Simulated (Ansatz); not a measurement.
## ZnSe: a changed input and its effect

System: ZnSe (F-43m, 2 atoms in the cell).
Method of run 1: DFT LDA, scalar-relativistic, plane waves, PAW, no spin polarisation (Ansatz 0.2.0).

Text and figures count atoms from 1; the logs count them from 0 in places.

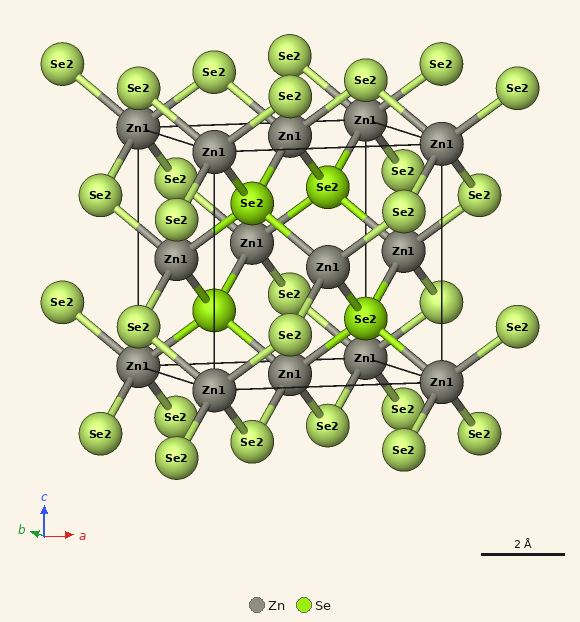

The structure as given in the input (ball-and-stick view of the cell 4 times as large as that of the calculation, set on its symmetry axes, seen slightly off an axis; neighbours outside the cell are drawn fainter; atoms are numbered from 1 in the order of the input). An atom can appear more than once, as a periodic image.

## Input file, run 1
```yaml
crystal:
  lattice:
    - [0.0, 2.9209304819, 2.9209304819]
    - [2.9209304819, 0.0, 2.9209304819]
    - [2.9209304819, 2.9209304819, 0.0]
  atoms:
    - { symbol: Zn, position: [0.0, 0.0, 0.0] }
    - { symbol: Se, position: [0.25, 0.25, 0.25] }
basis:
  ecutwfc: 420
kpoints:
  mp_grid: { grid: [6, 6, 6] }
hamiltonian:
  xc: lda
scf:
  occupations: { method: gaussian, width: 0.05 }
output:
  forces: true
  stress: true
  eigenvalues: true
```

Command:
```bash
ansatz run input.yaml --threads 4 --pin off --max-ram 12288MiB --backend cpu --events-out ev --progress --plain --runs-dir out
```

Hardware: 4 threads of Intel Xeon (Granite Rapids), 192 GiB of memory available, shared host.

## Output, shortened to warnings, some set-up lines, iterations and results (run 1)
```
Basis set: ecut = 420 eV, 941 PW (Γ)
Symmetry: 24 space group operations
k-points: 16 of 216 (time reversal used)
Initial density: superposition of atomic densities (neutral atoms: chi_scale 0, normalization atom), corrected by the library's trained network
[...]
SCF iter   1: F=—  HF=-8630.669489 eV  |F-HF|=—  |Δ(HF+E_count)|=         —  Δρ=5.15e-3  dr2=9.06e-3  ethr=1.77e-3  ⟨swp⟩=5.8  Hψ=1435  notcnv=0
SCF iter   2: F=—  HF=-8630.666786 eV  |F-HF|=—  |Δ(HF+E_count)|=   2.70e-3  Δρ=2.04e-3  dr2=9.51e-4  ethr=3.24e-5  ⟨swp⟩=2.1  Hψ=621  notcnv=0
SCF iter   3: F=—  HF=-8630.666656 eV  |F-HF|=—  |Δ(HF+E_count)|=   1.30e-4  Δρ=1.11e-3  dr2=2.65e-4  ethr=3.40e-6  ⟨swp⟩=2.0  Hψ=370  notcnv=0
SCF iter   4: F=—  HF=-8630.666641 eV  |F-HF|=—  |Δ(HF+E_count)|=   1.52e-5  Δρ=3.84e-4  dr2=6.73e-5  ethr=9.47e-7  ⟨swp⟩=2.0  Hψ=415  notcnv=0
SCF iter   5: F=—  HF=-8630.666606 eV  |F-HF|=—  |Δ(HF+E_count)|=   3.53e-5  Δρ=2.64e-5  dr2=5.12e-7  ethr=2.40e-7  ⟨swp⟩=2.0  Hψ=416  notcnv=0
SCF iter   6: F=-8630.666606 eV  HF=-8630.666606 eV  |F-HF|=7.07e-9  |Δ(HF+E_count)|=   1.30e-7  Δρ=6.70e-6  dr2=1.05e-8  ethr=3.57e-10  ⟨swp⟩=5.1  Hψ=1304  notcnv=0
SCF 1 converged in 6 iterations: F = -8630.666606 eV  dr2 = 1.05e-8
SCF converged after 6 iterations
Free energy (F): -8630.666606 eV
Harris-Foulkes:  -8630.666606 eV  (|F-HF|=7.07e-9)
Internal energy: -8630.666606 eV  (E = F + TS)
E sigma→0 (E₀):  -8630.666606 eV
Fermi energy:    5.620503 eV
--- Per-component energies (eV) ---
  E_band       = -420.693582
  E_kinetic    = 248.764471
  E_local      = -4538.749075  (includes V_loc(G=0)·N_el)
  E_nonlocal   = 28.581301
  E_hartree    = 2088.882352
  E_xc         = -237.555174
  E_vxc        = -150.068427  (∫ρ·V_xc dr)
  E_paw        = -3584.586073  (= ΣΔE_a)
  E_vpaw       = -186.985588  (= ΣTr[D̂ρ^β])
  E_aug_tail   = -0.000977  (compensation charges beyond the density's cutoff)
  E_ewald      = -2639.777935
  E_core_change = 3.774504  (= ΣΔE_core)
  E_smearing   = -0.000000  (= −TS)
  E_closure    = -0.000000  (closes the sum)
  Σ components = -8630.666606   (vs F -8630.666606, Δ=0.00e0)
--- Forces (eV/Å), atoms counted from 1 ---
  atom   1  Zn     0.00000000     0.00000000     0.00000000
  atom   2  Se    -0.00000000     0.00000000     0.00000000
  max |Σ_I F_I| component: 1.43e-16 eV/Å
--- Stress (GPa, compression-positive) ---
       -7.432073      -0.000000      -0.000000
       -0.000000      -7.432073       0.000000
       -0.000000       0.000000      -7.432073
  P = ⅓ Tr σ = -7.4321 GPa (-74.321 kbar)
```

For run 2 the input was changed thus:
```diff
-    - [0.0, 2.9209304819, 2.9209304819]
-    - [2.9209304819, 0.0, 2.9209304819]
-    - [2.9209304819, 2.9209304819, 0.0]
+    - [0.0, 2.7815807341, 2.7815807341]
+    - [2.7815807341, 0.0, 2.7815807341]
+    - [2.7815807341, 2.7815807341, 0.0]
```

What does this change do to the results?

With the same functional and potentials, run 2 lies 88.5 meV per atom lower. The gap on the mesh goes from 0.68 to 1.26 eV. The pressure goes from −7.43 to 0.20 GPa. The volume per atom goes from 24.92 to 21.52 Å³. The number of SCF iterations is the same. The plane waves at Γ go from 941 to 869.

## Output, shortened to warnings, some set-up lines, iterations and results (run 2)
```
Basis set: ecut = 420 eV, 869 PW (Γ)
Symmetry: 24 space group operations
k-points: 16 of 216 (time reversal used)
Initial density: superposition of atomic densities (neutral atoms: chi_scale 0, normalization atom), corrected by the library's trained network
[...]
SCF iter   1: F=—  HF=-8630.845847 eV  |F-HF|=—  |Δ(HF+E_count)|=         —  Δρ=5.24e-3  dr2=6.27e-3  ethr=1.77e-3  ⟨swp⟩=5.6  Hψ=1452  notcnv=0
SCF iter   2: F=—  HF=-8630.843905 eV  |F-HF|=—  |Δ(HF+E_count)|=   1.94e-3  Δρ=1.98e-3  dr2=8.41e-4  ethr=2.24e-5  ⟨swp⟩=2.0  Hψ=604  notcnv=0
SCF iter   3: F=—  HF=-8630.843794 eV  |F-HF|=—  |Δ(HF+E_count)|=   1.11e-4  Δρ=1.45e-3  dr2=3.95e-4  ethr=3.00e-6  ⟨swp⟩=2.0  Hψ=420  notcnv=0
SCF iter   4: F=—  HF=-8630.843684 eV  |F-HF|=—  |Δ(HF+E_count)|=   1.10e-4  Δρ=2.33e-4  dr2=1.79e-5  ethr=1.41e-6  ⟨swp⟩=2.0  Hψ=415  notcnv=0
SCF iter   5: F=—  HF=-8630.843677 eV  |F-HF|=—  |Δ(HF+E_count)|=   7.32e-6  Δρ=2.00e-5  dr2=1.88e-7  ethr=6.40e-8  ⟨swp⟩=2.0  Hψ=421  notcnv=0
SCF iter   6: F=-8630.843677 eV  HF=-8630.843677 eV  |F-HF|=2.78e-8  |Δ(HF+E_count)|=   5.58e-8  Δρ=4.68e-6  dr2=5.69e-9  ethr=3.57e-10  ⟨swp⟩=5.8  Hψ=1323  notcnv=0
SCF 1 converged in 6 iterations: F = -8630.843677 eV  dr2 = 5.69e-9
SCF converged after 6 iterations
Free energy (F): -8630.843677 eV
Harris-Foulkes:  -8630.843677 eV  (|F-HF|=2.78e-8)
Internal energy: -8630.843677 eV  (E = F + TS)
E sigma→0 (E₀):  -8630.843677 eV
Fermi energy:    7.875467 eV
--- Per-component energies (eV) ---
  E_band       = -376.616399
  E_kinetic    = 252.235634
  E_local      = -4319.504468  (includes V_loc(G=0)·N_el)
  E_nonlocal   = 27.334398
  E_hartree    = 2000.067449
  E_xc         = -239.836211
  E_vxc        = -152.954731  (∫ρ·V_xc dr)
  E_paw        = -3582.890276  (= ΣΔE_a)
  E_vpaw       = -183.866331  (= ΣTr[D̂ρ^β])
  E_aug_tail   = -0.000964  (compensation charges beyond the density's cutoff)
  E_ewald      = -2772.023742
  E_core_change = 3.774504  (= ΣΔE_core)
  E_smearing   = -0.000000  (= −TS)
  E_closure    = -0.000000  (closes the sum)
  Σ components = -8630.843677   (vs F -8630.843677, Δ=0.00e0)
--- Forces (eV/Å), atoms counted from 1 ---
  atom   1  Zn     0.00000000    -0.00000000     0.00000000
  atom   2  Se    -0.00000000     0.00000000     0.00000000
  max |Σ_I F_I| component: 1.76e-16 eV/Å
--- Stress (GPa, compression-positive) ---
        0.195664      -0.000000       0.000000
       -0.000000       0.195664       0.000000
       -0.000000       0.000000       0.195664
  P = ⅓ Tr σ = 0.1957 GPa (1.957 kbar)
```

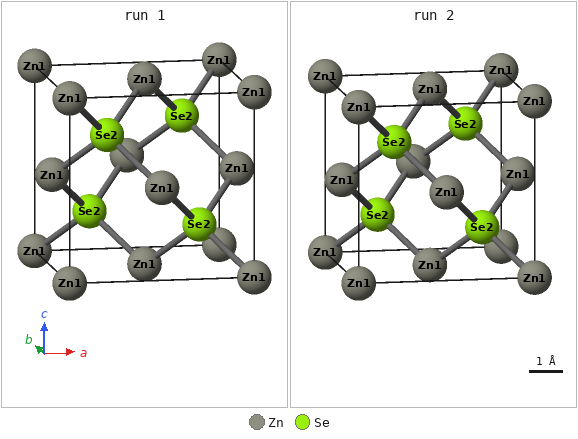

The two input geometries at one scale (ball-and-stick view of the cell 4 times as large as that of the calculation, set on its symmetry axes, seen slightly off an axis). No atom moves by more than 0.005 Å relative to the cell. The drawn cell changes as follows: a = b = c 5.842 → 5.563 Å (−4.8 %); the volume changes by −13.6 %. Among the contacts that change: Zn1–Se2 2.530 → 2.409 Å.

## The two runs side by side

| quantity | run 1 | run 2 |
| --- | --- | --- |
| outcome | converged | converged |
| free energy per atom (eV) | −4315.3333 | −4315.4218 |
| gap on the mesh (eV) | 0.68 | 1.26 |
| pressure (GPa) | −7.43 | 0.20 |
| volume per atom (Å³) | 24.92 | 21.52 |
| largest force (eV/Å) | 0.000 | 0.000 |
| SCF iterations | 6 | 6 |
| irreducible k-points | 16 | 16 |
| plane waves at Γ | 941 | 869 |

For run 1: The cell is under a tension of 7.4 GPa at this level, so it is not at its equilibrium volume.
